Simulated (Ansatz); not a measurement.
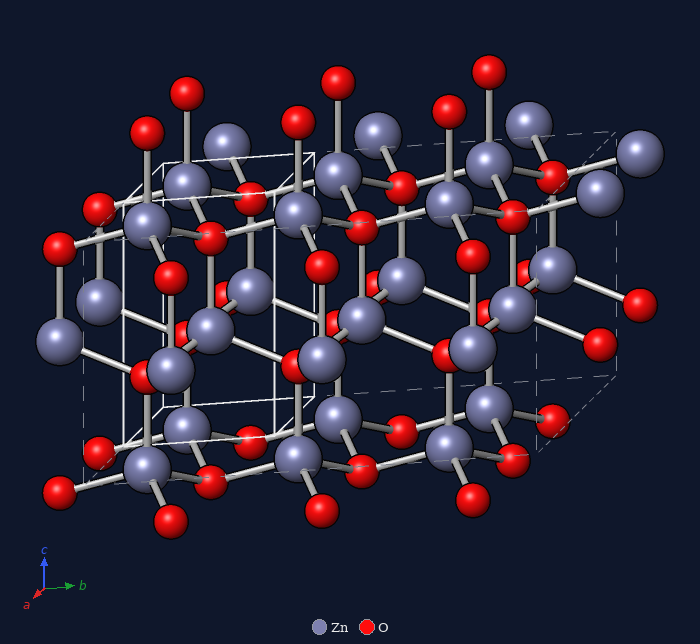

ZnO (space group P6_3mc, No. 186): the geometry relaxed at fixed volume with Ansatz 0.2.0, DFT PBE, scalar-relativistic, plane waves, PAW.

Bonds are taken as O–Zn below 2.3 Å. Simplification: prune 0- and 1-connected atoms, fold 2-connected ones into links.

### What kind of net remains, and which atoms are its nodes?

A uninodal 4-connected, three-periodic net: Zn and O are 4-connected nodes.

### Which named net is it?

It is the lon net, known from lonsdaleite, wurtzite and tridymite.

### Is the net interpenetrated?

It is a single net, without interpenetration.

### How many nodes does the smallest cycle have?

Six.
